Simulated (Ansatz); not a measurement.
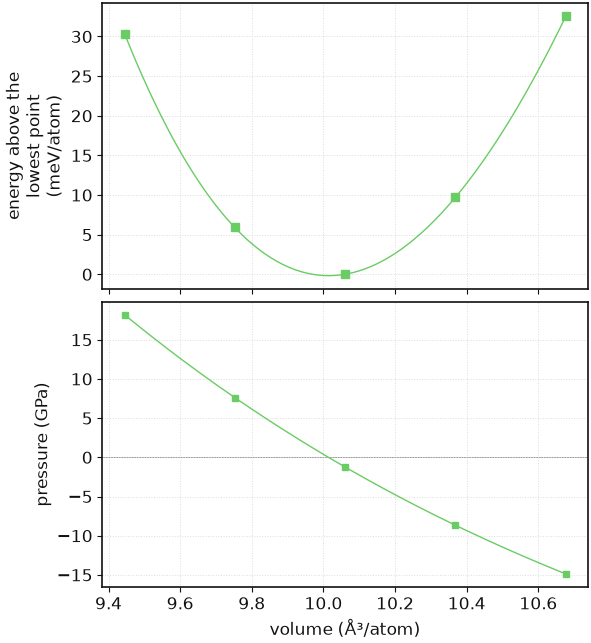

Plotted: energy above the lowest point and pressure against volume for Co, space group Fm-3m (No. 225) (one of a set of cubic test structures, which need not be the stable phase).

Calculation (Ansatz 0.2.0 development build): equation of state of a cubic crystal from periodic Kohn-Sham density functional theory without spin, third-order Birch-Murnaghan fit to the free energies; pressure corrected for the finite basis. Level: HSE06.

- structure type: fcc
- atoms in cell: 1
- space group number: 225
- lattice centring: face-centred primitive
- k mesh: 6×6×6
- occupation method: Fermi–Dirac
- occupation width: 0.1 eV
- wave cutoff: 700 eV
- datasets: hard PAW
- density tolerance: 0 eV
- bands: 13
- density cutoff ratio: 4
- search for lower states: default
- exchange singularity: regularized

Question: Give the fitted equation-of-state parameters.

Answer: A third-order Birch–Murnaghan fit gives V0 = 10.01 Å³/atom, B0 = 270 GPa and B′ = 4.7.

Question: What does the pressure do across the range?

Answer: It falls from 18.2 GPa at volume 9.44 Å³/atom to −14.9 GPa at 10.68 Å³/atom, and changes sign near 10.02 Å³/atom.

Keep in mind: coarse k-mesh, values are not converged in k; cubic model structure, not the ambient form; known magnet treated without spin, far from its ground state; pseudopotentials made with PBE, not this functional.

The computed values:

```json
{"volume (Å³/atom)": "9.44", "energy above the lowest point (meV/atom)": "30.4", "pressure (GPa)": "18.2"}
{"volume (Å³/atom)": "9.75", "energy above the lowest point (meV/atom)": "5.9", "pressure (GPa)": "7.6"}
{"volume (Å³/atom)": "10.06", "energy above the lowest point (meV/atom)": "0.0", "pressure (GPa)": "-1.2"}
{"volume (Å³/atom)": "10.37", "energy above the lowest point (meV/atom)": "9.7", "pressure (GPa)": "-8.7"}
{"volume (Å³/atom)": "10.68", "energy above the lowest point (meV/atom)": "32.5", "pressure (GPa)": "-14.9"}
```
